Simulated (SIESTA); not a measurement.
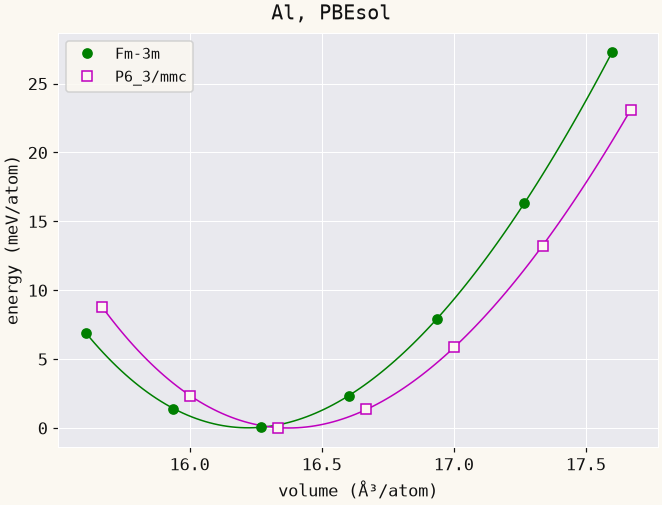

How it was computed, with SIESTA 5.4.2: DFT in numerical atomic orbitals with pseudopotentials, no spin polarisation; energies at scaled volumes of the given cell, shape and fractions fixed, counted from the fit's minimum, third-order Birch-Murnaghan fit. Level: PBEsol.

- occupations: Fermi–Dirac
- smearing width: 0.05 eV
- potentials: PseudoDojo 0.4 standard, converted to PSML, two zetas on semicore shells

Figure. Energy against volume, with one curve for each structure, for Al. Each energy curve has its own zero, so the curves don't rank the structures.

Settings that differ: Fm-3m: k mesh 11×11×11; P6_3/mmc: k mesh 11×11×6.

The fitted equilibrium volumes, smallest first, are Fm-3m 16.222, P6_3/mmc 16.375 Å³/atom. The fitted bulk moduli, smallest first, are P6_3/mmc 84.5, Fm-3m 87.8 GPa.

Limits of the calculation: mulliken charges of long orbitals.
